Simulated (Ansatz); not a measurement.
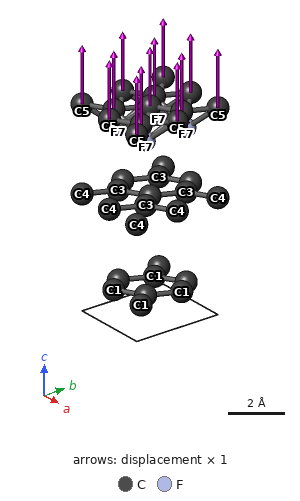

This is a constrained relaxation of a slab of composition C$_{6}$F (cut from the R-3m phase). The starting structure is drawn; purple arrows show the displacements, at their true length.

The picture is a ball-and-stick view of the 2 × 2 repeat of the cell, outlined in the plane, without the vacuum, seen slightly off an axis.

Case: F put at a hollow C-C site. The slab is the (0 0 1) face of C with F on it. 2 atoms are held fixed.

Computed with DFT PBE+D3(BJ), scalar-relativistic, plane waves, PAW in Ansatz.

Input
```yaml
crystal:
  lattice:
    - [2.4650495083, 0.0, 0.0]
    - [-1.2325247541, 2.1347954958, 0.0]
    - [0.0, 0.0, 25.6987123425]
  atoms:
    - { symbol: C, position: [0.6666666667, 0.3333333333, 0.3307558716] }
    - { symbol: C, position: [0.3333333333, 0.6666666667, 0.3308185209] }
    - { symbol: C, position: [0.3333333333, 0.6666666667, 0.4610562199] }
    - { symbol: C, position: [0.0, 0.0, 0.4611188691] }
    - { symbol: C, position: [0.0, 0.0, 0.5913565682] }
    - { symbol: C, position: [0.6666666667, 0.3333333333, 0.5914192174] }
    - { symbol: F, position: [0.3333333333, 0.6666666667, 0.5540632601], spin: 1.0 }
basis:
  ecutwfc: 420
kpoints:
  mp_grid: { grid: [12, 12, 1] }
hamiltonian:
  xc: pbe
  dispersion: d3bj
scf:
  occupations: { method: gaussian, width: 0.05 }
output:
  forces: true
  eigenvalues: true
  populations: true
  write_density: true
  write_potential: true
  elf: true
  volumetric_format: npy
magnetization:
  spin_polarized: true
relax:
  adjacent_minimum: "off"
  f_tol: 0.03
  max_steps: 70
  constraints: [{ sites: [0, 1] }]
efield:
  axis: 3
  dipole_correction: true
  ramp_width: 0.04
```

Command:
```bash
ansatz run input.yaml --threads 1 --pin off --max-ram 2560MiB --backend cpu --events-out ev --progress --plain --runs-dir out
```

Atoms of which element are displaced furthest, and by how much?

Carbon: up to 2.20 Å, against 0.43 Å for fluorine.

What did the optimiser do to the structure, and how much energy did it gain?

The largest moves, 2.20 Å, are those of C5 and C6. C5 goes along the normal (+c). By element the largest moves are C 2.20 Å, F 0.43 Å. The cell doesn't change. Near-neighbour distances that change, for instance: C5–F7 1.716 → 3.080 Å. The energy falls by 7.602 eV per cell of the calculation in 13 geometry steps. Largest force component: 17 eV/Å at the start, 0.016 eV/Å at the end. The program noted that the starting moments weren't kept.

Limits of the set-up: the periodic images lie only 2.5 Å apart, so the values are limited by the cell's size.
